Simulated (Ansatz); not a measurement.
**Run report: Ge₄₈Si, single-point calculation (part 2 of 2)**

Ge₄₈Si (defect cell, 49 atoms in the cell); DFT PBE, scalar-relativistic, plane waves, PAW, spin-polarised (Ansatz 0.2.0); cutoff 420 eV, 2×2×2 k-mesh, Gaussian smearing of 0.05 eV, collinear spins. The structure derives from a Materials Project entry.

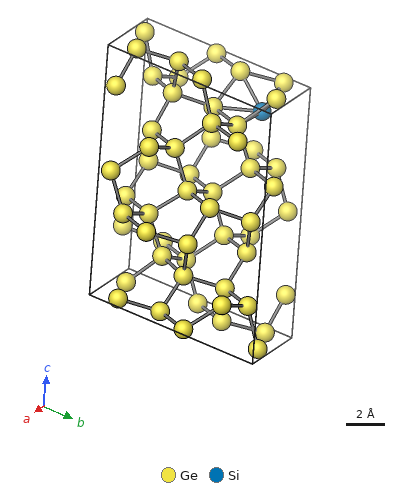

Fig. 1: The input geometry (ball-and-stick view of the cell of the calculation, seen slightly off an axis). An atom can appear more than once, as a periodic image.

Log, continued
```
  k-point 1 ↑: bands = ["-16.3064", "-16.2889", "-16.2806", "-16.2694", "-16.2659", "-16.2614", "-16.2534", "-16.2512", "-16.2503", "-16.2387", ... 146 levels left out ..., "-15.9548", "-15.9543", "-15.9517", "-15.9490", "-15.9468", "-15.9459", "-15.9456", "-15.9433", "-15.9389", "-15.9385", "-15.9376", "-15.9354", "-15.9337", "-15.9304", "-15.9298", "-15.9297", "-15.9248", "-15.9245", "-15.9216", "-15.9198", "-15.9192", "-15.9169", "-15.9159", "-15.9143", "-15.9124", "-15.9109", "-15.9074", "-15.9070", "-15.9057",
      "-15.9027", "-15.9022", "-15.8990", "-15.8980", "-15.8939", "-15.8935", "-15.8927", "-15.8917", "-15.8903", "-15.8882", "-15.8872", "-15.8831", "-15.8820", "-15.8802", "-15.8794", "-15.8771", "-15.8757", "-15.8754", "-15.8726", "-15.8703", "-15.8675", "-15.8659", "-15.8624", "-15.8612", "-15.8590", "-15.8512", "-15.8505", "-15.8445", "-15.8429", "-15.8426", "-15.8411", "-15.8398", "-15.8363", "-15.8346", "-15.8296", "-15.8256", "-15.8255", "-15.8242", "-15.8195", "-15.8187",
      "-15.8163", "-15.8155", "-15.8152", "-15.8122", "-15.8087", "-15.8061", "-15.8055", "-15.7977", "-15.7963", "-15.7949", "-15.7938", "-15.7878", "-15.7856", "-15.7795", "-15.7740", "-4.1634", "-3.8970", "-3.0657", "-2.7900", "-2.7685", "-2.7168", "-2.3990", "-2.2911", "-2.1262", "-2.0761", "-2.0309", "-1.9934", "-1.9884", "-1.9745", "-1.9345", "-1.9203", "-1.8870", "-1.8844", "-1.8805", "-1.8330", "-0.7819", "-0.6259", "-0.2634", "-0.1913", "-0.1482",
      "-0.1072", "0.2335", "0.3174", "0.6837", "1.0602", "1.2863", "1.4145", "1.4230", "1.4651", "1.4836", "1.5518", "1.5593", "1.5653", "1.6860", "1.7831", "2.3473", "2.3677", "2.4521", "2.8083", "2.8615", "2.9136", "2.9740", "3.9731", "4.0649", "4.1129", "4.3128", "4.3936", "4.7117", "4.7599", "5.0299", "5.0489", "5.2762", "5.5394", "5.5769", "5.6202", "5.6714", "5.7324", "5.7562", "5.7799", "5.8035",
      "5.8040", "5.8135", "5.8162", "5.8589", "5.8645", "5.9062", "5.9677", "6.0052", "6.0824", "6.0846", "6.1298", "6.1502", "6.1819", "6.1935", "6.2245", "6.2576", "6.2853", "6.2910", "6.3174", "6.3757", "6.4074", "6.5643", "6.6374", "6.7981", "6.8428", "6.8545", "6.8879", "7.3769", "8.0397", "8.1170", "8.2023", "8.2817", "9.1600", "9.3759", "9.4023", "9.6244", "9.6726", "9.7675", "9.7754", "9.8265",
      "9.8556", "9.8814", "9.9169", "9.9609", "10.0081", "10.0846", "10.1885", "10.1998", "10.2441", "10.4952", "10.6068"]
  k-point 2 ↑: bands = ["-16.3063", "-16.2890", "-16.2802", "-16.2697", "-16.2644", "-16.2617", "-16.2536", "-16.2515", "-16.2487", "-16.2399", ... 146 levels left out ..., "-15.9525", "-15.9502", "-15.9487", "-15.9480", "-15.9454", "-15.9440", "-15.9421", "-15.9403", "-15.9392", "-15.9372", "-15.9364", "-15.9341", "-15.9334", "-15.9303", "-15.9274", "-15.9258", "-15.9226", "-15.9224", "-15.9217", "-15.9204", "-15.9191", "-15.9173", "-15.9155", "-15.9148", "-15.9129", "-15.9112", "-15.9094", "-15.9087", "-15.9057",
      "-15.9053", "-15.9033", "-15.9011", "-15.8990", "-15.8988", "-15.8954", "-15.8943", "-15.8921", "-15.8897", "-15.8894", "-15.8882", "-15.8869", "-15.8832", "-15.8814", "-15.8803", "-15.8770", "-15.8756", "-15.8748", "-15.8714", "-15.8701", "-15.8665", "-15.8639", "-15.8614", "-15.8587", "-15.8571", "-15.8552", "-15.8501", "-15.8480", "-15.8459", "-15.8442", "-15.8421", "-15.8363", "-15.8344", "-15.8335", "-15.8322", "-15.8296", "-15.8254", "-15.8237", "-15.8209", "-15.8181",
      "-15.8163", "-15.8148", "-15.8120", "-15.8096", "-15.8081", "-15.8042", "-15.8010", "-15.7977", "-15.7964", "-15.7956", "-15.7945", "-15.7876", "-15.7857", "-15.7795", "-15.7768", "-4.0221", "-3.7183", "-3.4192", "-3.2727", "-2.7142", "-2.5791", "-2.4860", "-2.4706", "-2.3999", "-2.3888", "-2.1293", "-2.1182", "-1.9938", "-1.9750", "-1.8198", "-1.7427", "-1.2600", "-1.2312", "-1.2055", "-1.1902", "-0.9202", "-0.8974", "-0.8639", "-0.8138", "0.1863",
      "0.2738", "0.2983", "0.4869", "0.5895", "0.6576", "0.7284", "0.7583", "1.3216", "1.3325", "1.4317", "1.6318", "1.7878", "1.8670", "1.8965", "1.9086", "2.2231", "2.2798", "2.3303", "2.3591", "2.8419", "3.9569", "4.0054", "4.1169", "4.2901", "4.3625", "4.4194", "4.4880", "4.5490", "4.5869", "4.6077", "4.6834", "4.8961", "4.9418", "5.2154", "5.2340", "5.2793", "5.3299", "5.4266", "5.4476", "5.4952",
      "5.5461", "5.5718", "5.5998", "5.6660", "5.6782", "5.7175", "5.7556", "6.1491", "6.2193", "6.3131", "6.3341", "6.3959", "6.4541", "6.5448", "6.5969", "6.6019", "6.6380", "6.6493", "6.7941", "6.8103", "6.8213", "6.8343", "6.8515", "7.1755", "7.2134", "7.3177", "7.4201", "7.4750", "7.4852", "7.6677", "7.8445", "7.9486", "8.9021", "9.2015", "9.2490", "9.3253", "9.5160", "9.5455", "9.7730", "9.8797",
      "9.9795", "10.0096", "10.1692", "10.1921", "10.2534", "10.2680", "10.3067", "10.3169", "10.3491", "10.3993", "10.4742"]
  k-point 7 ↓: bands = ["-16.3067", "-16.2886", "-16.2802", "-16.2706", "-16.2630", "-16.2619", "-16.2541", "-16.2524", "-16.2492", "-16.2417", ... 146 levels left out ..., "-15.9526", "-15.9521", "-15.9506", "-15.9490", "-15.9484", "-15.9463", "-15.9429", "-15.9417", "-15.9408", "-15.9373", "-15.9365", "-15.9346", "-15.9298", "-15.9294", "-15.9291", "-15.9265", "-15.9253", "-15.9236", "-15.9225", "-15.9190", "-15.9168", "-15.9162", "-15.9156", "-15.9140", "-15.9129", "-15.9115", "-15.9082", "-15.9077", "-15.9059",
      "-15.9052", "-15.9029", "-15.9012", "-15.8973", "-15.8938", "-15.8919", "-15.8909", "-15.8909", "-15.8893", "-15.8874", "-15.8873", "-15.8842", "-15.8814", "-15.8808", "-15.8766", "-15.8766", "-15.8744", "-15.8733", "-15.8729", "-15.8688", "-15.8683", "-15.8646", "-15.8630", "-15.8592", "-15.8589", "-15.8544", "-15.8513", "-15.8472", "-15.8457", "-15.8453", "-15.8413", "-15.8400", "-15.8342", "-15.8338", "-15.8321", "-15.8301", "-15.8259", "-15.8255", "-15.8199", "-15.8192",
      "-15.8189", "-15.8167", "-15.8155", "-15.8084", "-15.8066", "-15.8050", "-15.8038", "-15.7994", "-15.7939", "-15.7934", "-15.7918", "-15.7894", "-15.7883", "-15.7756", "-15.7751", "-3.8698", "-3.3994", "-3.3274", "-3.3041", "-3.2411", "-3.2311", "-2.6914", "-2.5634", "-2.5513", "-2.4963", "-2.1800", "-2.1678", "-1.5732", "-1.5152", "-1.2665", "-1.2063", "-1.1506", "-1.1425", "-1.0892", "-1.0753", "-1.0298", "-0.9739", "-0.6572", "-0.5067", "0.0016",
      "0.0198", "0.1369", "0.4561", "0.4793", "0.5027", "0.5690", "0.7248", "0.7745", "0.7801", "0.7851", "0.8162", "1.8509", "1.8745", "2.2410", "2.5215", "2.5324", "2.5655", "2.5800", "3.7815", "3.7926", "3.9737", "3.9767", "4.0194", "4.1158", "4.1614", "4.1853", "4.2025", "4.2437", "4.2489", "4.2769", "4.2979", "4.3760", "4.4122", "4.9755", "5.0445", "5.3412", "5.3509", "5.5083", "5.5502", "5.6848",
      "5.7444", "5.7465", "5.8608", "5.9087", "5.9149", "5.9764", "5.9988", "6.0248", "6.0450", "6.1182", "6.1184", "6.2302", "6.2519", "6.5861", "6.6157", "6.6215", "6.6290", "6.8980", "6.9531", "7.0595", "7.1023", "7.1097", "7.1592", "7.2182", "7.2260", "7.2338", "7.2500", "7.4881", "7.7332", "7.7886", "7.7984", "7.8170", "8.6213", "9.1524", "9.1586", "9.2462", "9.3513", "9.4071", "9.5167", "9.6625",
      "9.8369", "9.8861", "9.9224", "10.2047", "10.2880", "10.4846", "10.5956", "10.6887", "10.7592", "10.8369", "10.8495"]
--- Löwdin populations: 49 sites ---
  site symbol       q [e]    m [muB]
     0     Ge     13.9800     0.0000
     1     Ge     13.9782     0.0000
     2     Ge     13.9798     0.0000
     3     Ge     13.9860     0.0000
     4     Ge     13.9799    -0.0000
     5     Ge     13.9814    -0.0000
     6     Ge     13.9817    -0.0000
     7     Ge     13.9847     0.0000
     8     Ge     13.9834    -0.0000
     9     Ge     13.9848    -0.0000
    10     Ge     13.9741    -0.0000
    11     Ge     13.9862    -0.0000
    12     Ge     13.9876     0.0000
    13     Ge     13.9607    -0.0000
    14     Ge     13.9709     0.0000
    15     Ge     13.9745     0.0000
    16     Ge     13.9792    -0.0000
    17     Ge     13.9847     0.0000
    18     Ge     13.9935     0.0000
    19     Ge     13.9810    -0.0000
    20     Ge     13.9787     0.0000
    21     Ge     13.9820     0.0000
    22     Ge     13.9817     0.0000
    23     Ge     13.9711    -0.0000
    24     Ge     13.9782     0.0000
    25     Ge     13.9800     0.0000
    26     Ge     13.9860     0.0000
    27     Ge     13.9798     0.0000
    28     Ge     13.9814    -0.0000
    29     Ge     13.9799    -0.0000
    30     Ge     13.9847     0.0000
    31     Ge     13.9817    -0.0000
    32     Ge     13.9848    -0.0000
    33     Ge     13.9834    -0.0000
    34     Ge     13.9862    -0.0000
    35     Ge     13.9740    -0.0000
    36     Ge     13.9877     0.0000
    37     Ge     13.9607    -0.0000
    38     Ge     13.9709     0.0000
    39     Ge     13.9745     0.0000
    40     Ge     13.9792    -0.0000
    41     Ge     13.9847     0.0000
    42     Ge     13.9935     0.0000
    43     Ge     13.9810    -0.0000
    44     Ge     13.9787     0.0000
    45     Ge     13.9820     0.0000
    46     Ge     13.9817     0.0000
    47     Ge     13.9711    -0.0000
    48     Si      3.8345    -0.0000
  spilling = 0.001648 (of n_electrons = 676.000000)
--- Band densities, each state counted as filled ---
  window                                       electrons  max residual (eV)  cut levels
  e_range: [-0.25, 0.25]             2.500000 + 2.500000             1.4e-6           0
  e_range: [-1.2, 0]                 3.125000 + 3.125000             2.5e-6           0
  e_range: [0, 1.2]                11.375000 + 11.375000             2.0e-6           0
```

The run was set up as follows.

The input
```yaml
crystal:
  lattice:
    - [-5.996379, 3.462011, 6.599378]
    - [5.996379, -3.462011, 6.599378]
    - [5.996379, 10.386033, -6.599378]
  atoms:
    - { symbol: Ge, position: [0.7036457535, 0.3619033415, 0.0031298614] }
    - { symbol: Ge, position: [0.182724149, 0.8785064218, 0.0064166487] }
    - { symbol: Ge, position: [0.029833016, 0.1980121096, 0.1652462775] }
    - { symbol: Ge, position: [0.5372239732, 0.6993969397, 0.17128268] }
    - { symbol: Ge, position: [0.3713374629, 0.0313987373, 0.338774318] }
    - { symbol: Ge, position: [0.86710444, 0.5324395039, 0.3357021935] }
    - { symbol: Ge, position: [0.7018114969, 0.8606006237, 0.498402843] }
    - { symbol: Ge, position: [0.1982855998, 0.36356177, 0.4978337105] }
    - { symbol: Ge, position: [0.0380929512, 0.6965720667, 0.6707061764] }
    - { symbol: Ge, position: [0.5331910556, 0.194157368, 0.663264064] }
    - { symbol: Ge, position: [0.371208894, 0.5130040001, 0.827906611] }
    - { symbol: Ge, position: [0.8602811281, 0.0338974184, 0.8315008622] }
    - { symbol: Ge, position: [0.1222048113, 0.4526540268, -0.0012063638] }
    - { symbol: Ge, position: [0.6062686882, 0.9366474519, 0.0016158104] }
    - { symbol: Ge, position: [0.4541666662, 0.2932623594, 0.1792831849] }
    - { symbol: Ge, position: [0.9491448697, 0.7800010428, 0.1688783914] }
    - { symbol: Ge, position: [0.7865337575, 0.116351886, 0.3351114083] }
    - { symbol: Ge, position: [0.2794702142, 0.613177453, 0.3323747408] }
    - { symbol: Ge, position: [0.1188237865, 0.9463490416, 0.5027327516] }
    - { symbol: Ge, position: [0.615669562, 0.4502539467, 0.5009973404] }
    - { symbol: Ge, position: [0.4529675761, 0.7789006397, 0.6651931569] }
    - { symbol: Ge, position: [0.9460189512, 0.2768658703, 0.6623934978] }
    - { symbol: Ge, position: [0.7950493179, 0.6050762835, 0.8332478526] }
    - { symbol: Ge, position: [0.2766571185, 0.1178701921, 0.8323207342] }
    - { symbol: Ge, position: [0.3782159295, 0.0739952951, 0.0064211759] }
    - { symbol: Ge, position: [0.8914827066, 0.5497667457, 0.0031378937] }
    - { symbol: Ge, position: [0.7221599014, 0.8843651493, 0.1712968346] }
    - { symbol: Ge, position: [0.2174968551, 0.385711528, 0.1652628396] }
    - { symbol: Ge, position: [0.0535300061, 0.7189068323, 0.3357132942] }
    - { symbol: Ge, position: [0.5576401722, 0.2177471383, 0.3387753508] }
    - { symbol: Ge, position: [0.3845366297, 0.549844849, 0.4978357524] }
    - { symbol: Ge, position: [0.8880783424, 0.0468913569, 0.4984101459] }
    - { symbol: Ge, position: [0.7193733728, 0.3803588921, 0.6632608682] }
    - { symbol: Ge, position: [0.2244114492, 0.8829020625, 0.6707136977] }
    - { symbol: Ge, position: [0.0478633337, 0.2214850834, 0.8314994827] }
    - { symbol: Ge, position: [0.5652200127, 0.7070108256, 0.8279227224] }
    - { symbol: Ge, position: [0.7963976762, 0.1268308405, -0.0012066591] }
    - { symbol: Ge, position: [0.3152353084, 0.6455812254, 0.0016087005] }
    - { symbol: Ge, position: [0.1363267061, 0.975375748, 0.1792838194] }
    - { symbol: Ge, position: [0.6391670782, 0.4699973537, 0.1688733218] }
    - { symbol: Ge, position: [0.4690593504, 0.7988355271, 0.3351008462] }
    - { symbol: Ge, position: [0.9695010789, 0.3031615433, 0.3323673829] }
    - { symbol: Ge, position: [0.8066746013, 0.6341713189, 0.5027197296] }
    - { symbol: Ge, position: [0.3010432605, 0.1355921058, 0.5009926836] }
    - { symbol: Ge, position: [0.1365748315, 0.4624932824, 0.6651840778] }
    - { symbol: Ge, position: [0.6358122791, 0.966637089, 0.6623846862] }
    - { symbol: Ge, position: [0.4784410672, 0.2884829564, 0.833246447] }
    - { symbol: Ge, position: [0.9647359962, 0.8059301261, 0.832317066] }
    - { symbol: Si, position: [0.3369728622, 0.7975097685, 0.8842197499] }
magnetization:
  spin_polarized: true
basis:
  ecutwfc: 420
  fft_grid_basis: typed
kpoints:
  mp_grid: { grid: [2, 2, 2] }
hamiltonian:
  xc: pbe
  pseudopotentials: { kind: paw }
scf:
  occupations: { method: gaussian, width: 0.05 }
  n_extra_bands: 18
output:
  forces: true
  stress: false
  eigenvalues: true
  bader: false
  write_density: false
  volumetric_format: npy
  populations: true
  band_densities:
    - { e_range: [-0.25, 0.25] }
    - { e_range: [-1.2, 0.0] }
    - { e_range: [0.0, 1.2] }
  dos:
    e_range: [-30, 8]
    de: 0.02
    method: { smearing: { sigma: 0.03, scheme: gaussian } }
    projected: { site_lists: { Ge: [Ge], Si: [Si] } }
checkpoint:
  read: start.run
  write: ck
  compress: false
  write_wavefunctions: false
  write_every: 100000
```

Launch command:
```bash
ansatz run input.yaml --threads 8 --pin off --max-ram 16384MiB --backend cpu --events-out ev --progress --plain --runs-dir out
```

Summary

```json
{"quantity": "outcome", "value": "converged"}
{"quantity": "electrons treated", "value": "676"}
{"quantity": "free energy", "value": "−206790.1523 eV"}
{"quantity": "Fermi energy", "value": "9.000 eV"}
{"quantity": "gap on the k-point mesh", "value": "none (metallic)"}
{"quantity": "net moment of the cell", "value": "0.00 μB"}
{"quantity": "integrated absolute moment", "value": "0.00 μB"}
{"quantity": "largest force (length of the vector)", "value": "0.017 eV/Å"}
{"quantity": "hardware", "value": "8 threads of Arm Neoverse V2, 24 GiB of memory available, shared host"}
{"quantity": "wall time", "value": "6.4 min (CPU time 49 min)"}
{"quantity": "peak memory", "value": "15 GiB"}
```

Notes on the run: the state was not tested for a lower one.
